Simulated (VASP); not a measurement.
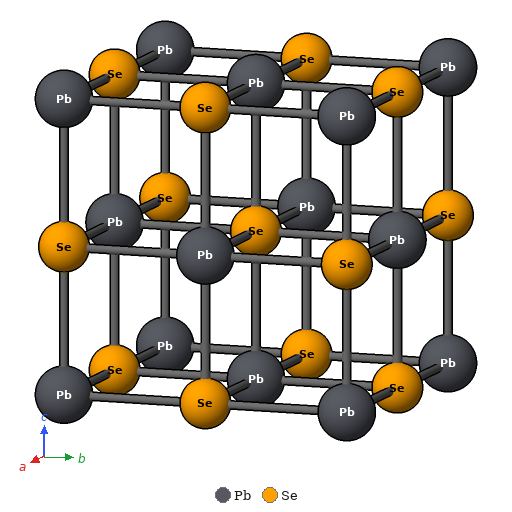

System: PbSe, space group Fm-3m (No. 225). The picture shows the conventional cell.

Structure:
```yaml
crystal:
  lattice:
    - [0.00000, 3.06065, 3.06065]
    - [3.06065, 0.00000, 3.06065]
    - [3.06065, 3.06065, 0.00000]
  atoms:
    - { symbol: Pb, position: [0.00000, 0.00000, 0.00000] }
    - { symbol: Se, position: [0.50000, 0.50000, 0.50000] }
```

Method: plane-wave DFT, no spin polarisation; energies at scaled volumes of the given cell, shape and fractions fixed, counted from the fit's minimum, third-order Birch-Murnaghan fit (VASP 6.6.1). Level: PBEsol.

| setting | value |
| --- | --- |
| k mesh | 8×8×8 |
| occupations | Fermi–Dirac |
| smearing width | 0.05 eV |
| potentials | VASP PAW PBE potentials, recommended |
| wave cutoff | 520 eV |

What does the calculation give for the energy and pressure against volume? The volume takes the values 26.95, 27.52, 28.10, 28.67, 29.24, 29.82, 30.39 Å³/atom.

A third-order Birch–Murnaghan fit gives V0 = 28.42 Å³/atom, B0 = 53 GPa and B′ = 4.2. The energy is 13.78 meV/atom at volume 26.95 Å³/atom and 20.13 meV/atom at 30.39 Å³/atom; the lowest computed point is at volume 28.67 Å³/atom (0.36 meV/atom). The pressure falls from 3.09 GPa at volume 26.95 Å³/atom to −3.13 GPa at 30.39 Å³/atom, and changes sign near 28.40 Å³/atom.

```json
{"volume (Å³/atom)": "26.95", "energy (meV/atom)": "13.78", "pressure (GPa)": "3.09"}
{"volume (Å³/atom)": "27.52", "energy (meV/atom)": "4.95", "pressure (GPa)": "1.77"}
{"volume (Å³/atom)": "28.10", "energy (meV/atom)": "0.62", "pressure (GPa)": "0.57"}
{"volume (Å³/atom)": "28.67", "energy (meV/atom)": "0.36", "pressure (GPa)": "-0.51"}
{"volume (Å³/atom)": "29.24", "energy (meV/atom)": "3.76", "pressure (GPa)": "-1.48"}
{"volume (Å³/atom)": "29.82", "energy (meV/atom)": "10.46", "pressure (GPa)": "-2.35"}
{"volume (Å³/atom)": "30.39", "energy (meV/atom)": "20.13", "pressure (GPa)": "-3.13"}
```

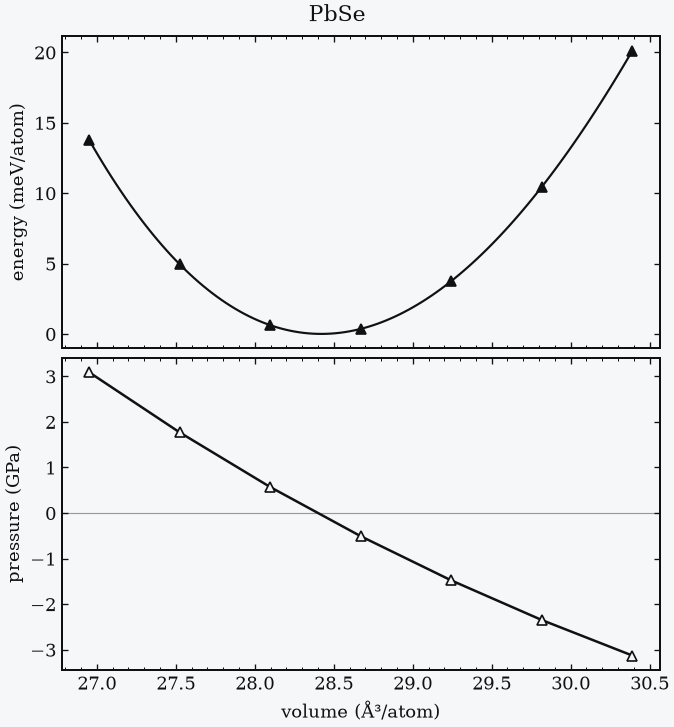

Keep in mind: spin-orbit coupling left out, heavy elements.
